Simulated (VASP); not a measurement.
**Geometry relaxation, with input and output: Ge (part 2 of 2)**

The same run, continued: Ge (Fd-3m, 2 atoms in the cell); Kohn-Sham DFT of a periodic cell, PBEsol, VASP PAW PBE potentials, recommended, no spin polarisation (VASP 6.6.1); cutoff 600 eV, 10×10×10 k-mesh, Gaussian smearing of 0.03 eV. The structure derives from an entry of the Crystallography Open Database.

Geometry of the input (Å; fractional positions):
```
0.0000  2.8289  2.8289
2.8289  0.0000  2.8289
2.8289  2.8289  0.0000
Ge 0.0000  0.0000  0.0000
Ge 0.2500  0.2500  0.2500
```

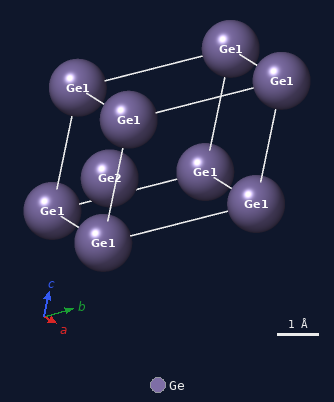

**Figure 1.** The geometry at step 1 of the log (spheres-only view of the cell of the calculation, seen slightly off an axis; atoms are numbered from 1 in the order of the input).

## Parts of OUTCAR, continued
```
  FORCE on cell =-STRESS in cart. coord.  units (eV):
  Direction    XX          YY          ZZ          XY          YZ          ZX
  --------------------------------------------------------------------------------------
  -------------------------------------------------------------------------------------
  Total        0.1665325      0.1665325      0.1665325     -0.0000000     -0.0000000      0.0000000
  in kB        5.8928068      5.8928068      5.8928068     -0.0000000     -0.0000000      0.0000000
  external PRESSURE =       5.8928068 kB  Pullay stress =       0.0000000 kB

 VOLUME and BASIS-vectors are now :
 -----------------------------------------------------------------------------
  energy-cutoff  :      600.00
  volume of cell :       45.28
      direct lattice vectors                 reciprocal lattice vectors
     0.000000000  2.828910000  2.828910000    -0.176746521  0.176746521  0.176746521
     2.828910000  0.000000000  2.828910000     0.176746521 -0.176746521  0.176746521
     2.828910000  2.828910000  0.000000000     0.176746521  0.176746521 -0.176746521

 POSITION                                       TOTAL-FORCE (eV/Angst)
 -----------------------------------------------------------------------------------
      0.00000      0.00000      0.00000         0.000000     -0.000000      0.000000
      1.41446      1.41446      1.41446        -0.000000      0.000000     -0.000000
 -----------------------------------------------------------------------------------
    total drift:                               -0.000000      0.000000      0.000000

  FREE ENERGIE OF THE ION-ELECTRON SYSTEM (eV)
  ---------------------------------------------------
  free  energy   TOTEN  =        -9.8706696231 eV

  energy  without entropy=       -9.8706161340  energy(sigma->0) =       -9.87064288

--------------------------------------- Ionic step        2  -------------------------------------------

 number of electron      28.0000021 magnetization

------------------------ aborting loop because EDIFF is reached ----------------------------------------

  FORCE on cell =-STRESS in cart. coord.  units (eV):
  Direction    XX          YY          ZZ          XY          YZ          ZX
  --------------------------------------------------------------------------------------
  -------------------------------------------------------------------------------------
  Total       -0.0292072     -0.0292072     -0.0292072      0.0000000      0.0000000     -0.0000000
  in kB       -1.0211495     -1.0211495     -1.0211495      0.0000000      0.0000000     -0.0000000
  external PRESSURE =      -1.0211495 kB  Pullay stress =       0.0000000 kB

 VOLUME and BASIS-vectors are now :
 -----------------------------------------------------------------------------
  energy-cutoff  :      600.00
  volume of cell :       45.83
      direct lattice vectors                 reciprocal lattice vectors
    -0.000000000  2.840273689  2.840273689    -0.176039373  0.176039373  0.176039373
     2.840273689 -0.000000000  2.840273689     0.176039373 -0.176039373  0.176039373
     2.840273689  2.840273689  0.000000000     0.176039373  0.176039373 -0.176039373

 POSITION                                       TOTAL-FORCE (eV/Angst)
 -----------------------------------------------------------------------------------
     -0.00000      2.84027      2.84027         0.000000     -0.000000     -0.000000
      1.42014      1.42014      1.42014        -0.000000      0.000000      0.000000
 -----------------------------------------------------------------------------------
    total drift:                               -0.000000     -0.000000      0.000000

  FREE ENERGIE OF THE ION-ELECTRON SYSTEM (eV)
  ---------------------------------------------------
  free  energy   TOTEN  =        -9.8713093588 eV

  energy  without entropy=       -9.8712629760  energy(sigma->0) =       -9.87128617

--------------------------------------- Ionic step        3  -------------------------------------------

 number of electron      28.0000020 magnetization

 Free energy of the ion-electron system (eV)
  ---------------------------------------------------
  ext. energy  EPLUGINS =         0.00000000
  ---------------------------------------------------
  free energy    TOTEN  =        -9.87141132 eV

  energy without entropy =       -9.87136502  energy(sigma->0) =       -9.87138817

 E-fermi :   4.7821     XC(G=0): -10.0845     alpha+bet :-10.3200

 val. band max:        4.7729685310   @ k =   0.0000   0.0000   0.0000
 cond. band min:       4.8675786326   @ k =   0.5000   0.0000   0.0000
 fundamental gap:      0.0946101016
 Fermi energy:         4.7821017114

 k-point     1 :       0.0000    0.0000    0.0000
  band No.  band energies     occupation
      1     -19.9771      2.00000
      2     -19.9771      2.00000
      3     -19.9771      2.00000
      4     -19.9412      2.00000
      5     -19.9412      2.00000
      6     -19.7340      2.00000
      7     -19.7340      2.00000
      8     -19.7340      2.00000
      9     -19.7212      2.00000
     10     -19.7212      2.00000
     11      -7.9536      2.00000
     12       4.6830      2.00000
     13       4.7730      1.33338
     14       4.7730      1.33320
     15       4.7730      1.33320
     16       7.3009      0.00000
     17       7.3009      0.00000
     18       7.3009      0.00000

 k-point     2 :       0.1000    0.0000    0.0000
  band No.  band energies     occupation
      1     -19.9827      2.00000
      2     -19.9827      2.00000
      3     -19.9754      2.00000
      4     -19.9334      2.00000
      5     -19.9334      2.00000
      6     -19.7428      2.00000
      7     -19.7428      2.00000
      8     -19.7359      2.00000
      9     -19.7136      2.00000
     10     -19.7136      2.00000
     11      -7.8323      2.00000
     12       2.8755      2.00000
     13       4.5440      2.00000
     14       4.5440      2.00000
     15       5.7195      0.00000
     16       7.6071      0.00000
     17       7.6071      0.00000
     18       7.8595      0.00000

 k-point     3 :       0.2000    0.0000    0.0000
  band No.  band energies     occupation
      1     -19.9914      2.00000
      2     -19.9914      2.00000
      3     -19.9712      2.00000
      4     -19.9195      2.00000
      5     -19.9195      2.00000
      6     -19.7546      2.00000
      7     -19.7546      2.00000
      8     -19.7409      2.00000
      9     -19.7045      2.00000
     10     -19.7045      2.00000
     11      -7.4753      2.00000
     12       0.9541      2.00000
     13       4.1056      2.00000
     14       4.1056      2.00000
     15       5.5427      0.00000
     16       8.1662      0.00000
     17       8.1662      0.00000
     18       9.4124      0.00000

 k-point     4 :       0.3000    0.0000    0.0000
  band No.  band energies     occupation
      1     -19.9975      2.00000
      2     -19.9975      2.00000
      3     -19.9658      2.00000
      4     -19.9080      2.00000
      5     -19.9080      2.00000
      6     -19.7632      2.00000
      7     -19.7632      2.00000
      8     -19.7472      2.00000
      9     -19.6984      2.00000
     10     -19.6984      2.00000
     11      -6.9126      2.00000
     12      -0.7958      2.00000
     13       3.7157      2.00000
     14       3.7157      2.00000
     15       5.1927      0.00000
     16       8.4843      0.00000
     17       8.4843      0.00000
     18      11.1786      0.00000

 k-point     5 :       0.4000    0.0000    0.0000
  band No.  band energies     occupation
      1     -20.0003      2.00000
      2     -20.0003      2.00000
      3     -19.9613      2.00000
      4     -19.9018      2.00000
      5     -19.9018      2.00000
      6     -19.7673      2.00000
      7     -19.7673      2.00000
      8     -19.7525      2.00000
      9     -19.6952      2.00000
     10     -19.6952      2.00000
     11      -6.2511      2.00000
     12      -2.1908      2.00000
     13       3.4642      2.00000
     14       3.4642      2.00000
     15       4.9510      0.00000
     16       8.5080      0.00000
     17       8.5080      0.00000
     18      11.8411      0.00000

 [... the levels of 18 k-points are left out ...]

 k-point    24 :       0.4000    0.3000    0.0000
  band No.  band energies     occupation
      1     -20.0101      2.00000
      2     -20.0045      2.00000
      3     -19.9612      2.00000
      4     -19.8792      2.00000
      5     -19.8593      2.00000
      6     -19.8363      2.00000
      7     -19.7798      2.00000
      8     -19.7344      2.00000
      9     -19.6905      2.00000
     10     -19.6848      2.00000
     11      -5.9496      2.00000
     12      -1.8111      2.00000
     13       1.7664      2.00000
     14       2.1608      2.00000
     15       5.7021      0.00000
     16       6.8840      0.00000
     17      11.3745      0.00000
     18      11.9375      0.00000

 [... further k-points ...]

------------------------ aborting loop because EDIFF is reached ----------------------------------------

  FORCE on cell =-STRESS in cart. coord.  units (eV):
  Direction    XX          YY          ZZ          XY          YZ          ZX
  --------------------------------------------------------------------------------------
  -------------------------------------------------------------------------------------
  Total       -0.0070968     -0.0070968     -0.0070968     -0.0000000     -0.0000000     -0.0000000
  in kB       -0.2488204     -0.2488204     -0.2488204     -0.0000000     -0.0000000     -0.0000000
  external PRESSURE =      -0.2488204 kB  Pullay stress =       0.0000000 kB

 VOLUME and BASIS-vectors are now :
 -----------------------------------------------------------------------------
  energy-cutoff  :      600.00
  volume of cell :       45.70
      direct lattice vectors                 reciprocal lattice vectors
    -0.000000000  2.837602427  2.837602427    -0.176205093  0.176205093  0.176205093
     2.837602427 -0.000000000  2.837602427     0.176205093 -0.176205093  0.176205093
     2.837602427  2.837602427  0.000000000     0.176205093  0.176205093 -0.176205093

 POSITION                                       TOTAL-FORCE (eV/Angst)
 -----------------------------------------------------------------------------------
      0.00000      0.00000      0.00000        -0.000000     -0.000000      0.000000
      1.41880      1.41880      1.41880         0.000000      0.000000     -0.000000
 -----------------------------------------------------------------------------------
    total drift:                               -0.000000      0.000000      0.000000

  FREE ENERGIE OF THE ION-ELECTRON SYSTEM (eV)
  ---------------------------------------------------
  free  energy   TOTEN  =        -9.8714113215 eV

  energy  without entropy=       -9.8713650203  energy(sigma->0) =       -9.87138817

 reached required accuracy - stopping structural energy minimisation
```

## CONTCAR
```
Ge
   1.00000000000000
    -0.0000000000000000    2.8376024272774765    2.8376024272774765
     2.8376024272774765   -0.0000000000000000    2.8376024272774765
     2.8376024272774765    2.8376024272774765    0.0000000000000000
  Ge
     2
Direct
     0.0000000000000000    0.0000000000000000    0.0000000000000000
     0.2500000000000000    0.2500000000000000    0.2500000000000000

  0.00000000E+00  0.00000000E+00  0.00000000E+00
  0.00000000E+00  0.00000000E+00  0.00000000E+00
```

## Trajectory as extended XYZ (Å, eV, eV/Å), 3 frames, from step=0 to step=2
```
2
Lattice="0.0000 2.8289 2.8289 2.8289 0.0000 2.8289 2.8289 2.8289 0.0000" Properties=species:S:1:pos:R:3:forces:R:3 step=0 energy=-9.87067
Ge    0.0000    0.0000    0.0000    0.0000   0.0000   0.0000
Ge    1.4145    1.4145    1.4145    0.0000   0.0000   0.0000
2
Lattice="-0.0000 2.8403 2.8403 2.8403 -0.0000 2.8403 2.8403 2.8403 0.0000" Properties=species:S:1:pos:R:3:forces:R:3 step=1 energy=-9.87131
Ge    0.0000    2.8403    2.8403    0.0000   0.0000   0.0000
Ge    1.4201    1.4201    1.4201    0.0000   0.0000   0.0000
2
Lattice="-0.0000 2.8376 2.8376 2.8376 -0.0000 2.8376 2.8376 2.8376 0.0000" Properties=species:S:1:pos:R:3:forces:R:3 step=2 energy=-9.87141
Ge    0.0000    0.0000    0.0000    0.0000   0.0000   0.0000
Ge    1.4188    1.4188    1.4188    0.0000   0.0000   0.0000
```

## Results in brief

| quantity | value |
| --- | --- |
| outcome | converged |
| space group (tolerance 0.01 Å) | Fd-3m (227) |
| electrons treated | 28 |
| free energy | −9.8714 eV |
| Fermi energy | 4.782 eV |
| gap on the k-point mesh | none (metallic) |
| pressure | −0.02 GPa |
| final volume | 45.70 Å³ |
| largest force (length of the vector) at the end | under 0.001 eV/Å |
| final cell | a = 4.013 Å, b = 4.013 Å, c = 4.013 Å, α = 60.00°, β = 60.00°, γ = 60.00° |
| hardware | 4 threads of Intel Xeon (Emerald Rapids), 360 GiB of memory available, shared host |
| wall time | 27 s (CPU time 1.7 min) |
| peak memory | 0.2 GiB |
